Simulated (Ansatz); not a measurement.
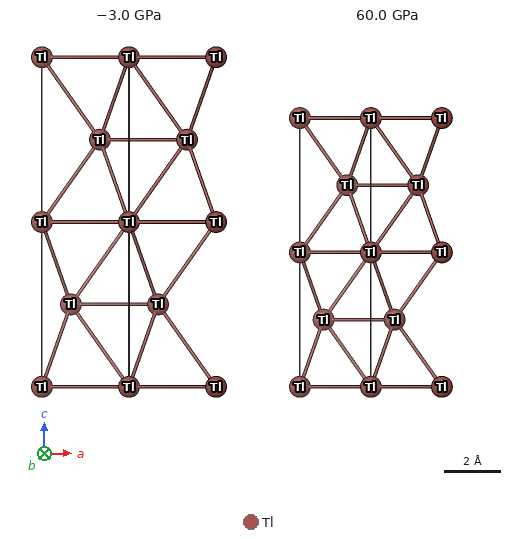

A crystal of Tl (set up in P6_3/mmc), relaxed (cell and atoms) at several target pressures. The picture shows the first and the last member. Style: ball-and-stick. Shown: the cell of the calculation, repeated 2 × 1 × 1 with one cell outlined, along the b axis.

Computed with Ansatz 0.2.0: DFT PBE+D3(BJ), scalar-relativistic, plane waves, PAW. Settings: plane-wave cutoff 420 eV; k-point mesh 15 × 15 × 4 at −3.0 to 30.0, 18 × 18 × 6 at 60.0 GPa; occupations gaussian; smearing width 0.1 eV; no spin polarisation; cell and atoms relaxed; force threshold 0.008 eV/Å.

| pressure (GPa) | volume (Å³/atom) | a (Å) | c (Å) |
| --- | --- | --- | --- |
| −3.0 | 33.417 | 3.611 | 11.835 |
| 0.0 | 29.356 | 3.456 | 11.350 |
| 3.0 | ? | ? | ? |
| 8.0 | 25.080 | 3.280 | 10.767 |
| 15.0 | 23.151 | 3.194 | 10.483 |
| 30.0 | 20.704 | 3.081 | 10.076 |
| 60.0 | 18.112 | 2.944 | 9.652 |

> Estimate the missing row from the others, and compare with the calculation.

Murnaghan's form V = V₀(1 + B′P/B₀)^(−1/B′), with V₀ = 29.356 Å³ from the row at zero pressure, fits the other rows with B₀ = 31.8 GPa and B′ = 4.92 (largest miss 0.168 Å³). At 3.0 GPa it gives 29.356 × (1 + 4.92 × 3.0/31.8)^(−1/4.92) = 27.167 Å³ per atom. The calculation gives 27.276 Å³/atom (a = 3.372 Å, c = 11.077 Å). The estimate is 0.109 Å³/atom too low. From the first member to the last: Tl–Tl 3.620 → 2.952 Å.

The whole series:

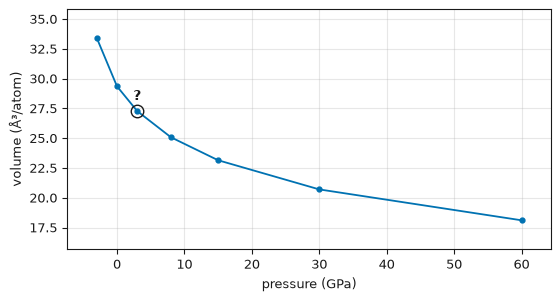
